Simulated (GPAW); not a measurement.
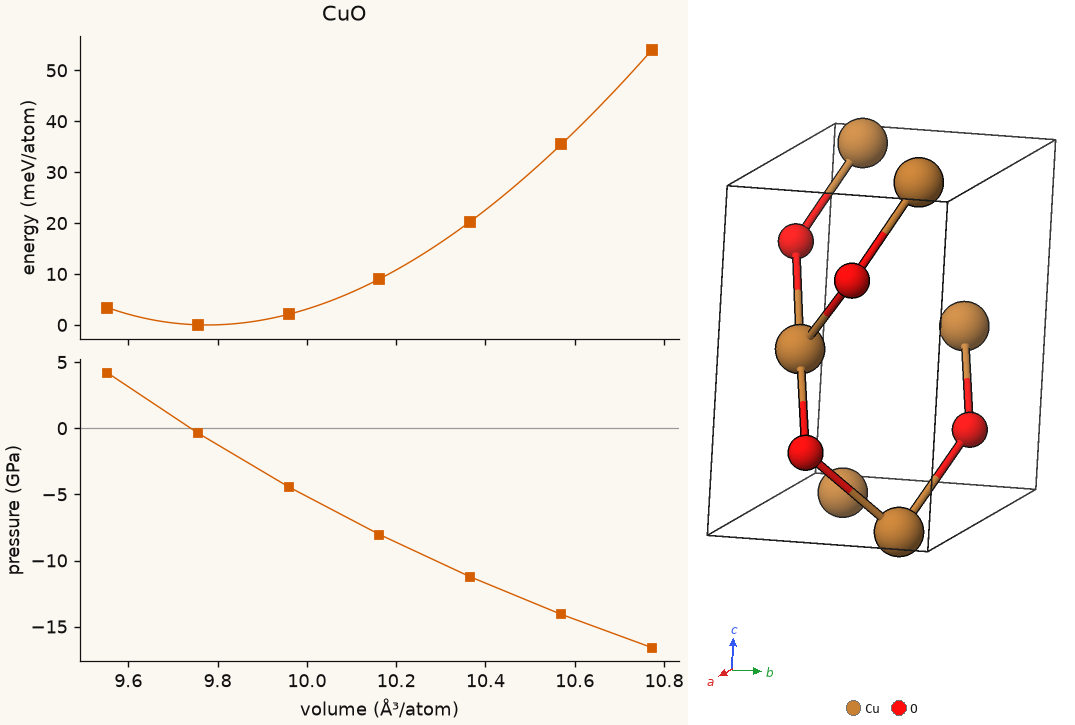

The figure shows the energy and pressure against volume for CuO, space group Cc (No. 9). The conventional cell is drawn beside the plot.

The given structure:
```cif
data_structure
_symmetry_space_group_name_H-M 'P 1'
_symmetry_Int_Tables_number 1
_cell_length_a 2.9040
_cell_length_b 2.9040
_cell_length_c 5.1321
_cell_angle_alpha 97.781
_cell_angle_beta 97.781
_cell_angle_gamma 72.316
_cell_volume 40.65
loop_
_atom_site_label
_atom_site_type_symbol
_atom_site_fract_x
_atom_site_fract_y
_atom_site_fract_z
_atom_site_occupancy
Cu1 Cu 0.49680 0.00320 0.50000 1
Cu2 Cu 0.00320 0.49680 0.00000 1
O1 O 0.40560 0.57140 0.75370 1
O2 O 0.57140 0.40560 0.25370 1
```

Computed with GPAW 26.7.0: PAW DFT in plane waves, on a grid or in atomic orbitals, no spin polarisation; energies at scaled volumes of the given cell, shape and fractions fixed, counted from the fit's minimum, third-order Birch-Murnaghan fit. Level: LDA.

```
         setting                                 value
          k mesh                                 6×6×4
     occupations                           Fermi–Dirac
  smearing width                               0.05 eV
      potentials  GPAW PAW data sets (gpaw data 1.2.1)
     wave cutoff                                800 eV
program settings                              basis pw
```

What equilibrium volume and bulk modulus follow from the curve?

A third-order Birch–Murnaghan fit gives V0 = 9.78 Å³/atom, B0 = 205 GPa and B′ = 4.6.

What does the pressure do across the range?

It falls from 4.21 GPa at volume 9.55 Å³/atom to −16.58 GPa at 10.77 Å³/atom, and changes sign near 9.74 Å³/atom.

Caveats: shape and atomic fractions are frozen while scaling, which makes layered, chain and framework solids too stiff.

The computed values:

| volume (Å³/atom) | energy (meV/atom) | pressure (GPa) |
| --- | --- | --- |
| 9.55 | 3.41 | 4.21 |
| 9.76 | 0.03 | −0.36 |
| 9.96 | 2.12 | −4.43 |
| 10.16 | 9.05 | −8.03 |
| 10.37 | 20.32 | −11.23 |
| 10.57 | 35.48 | −14.06 |
| 10.77 | 54.00 | −16.58 |
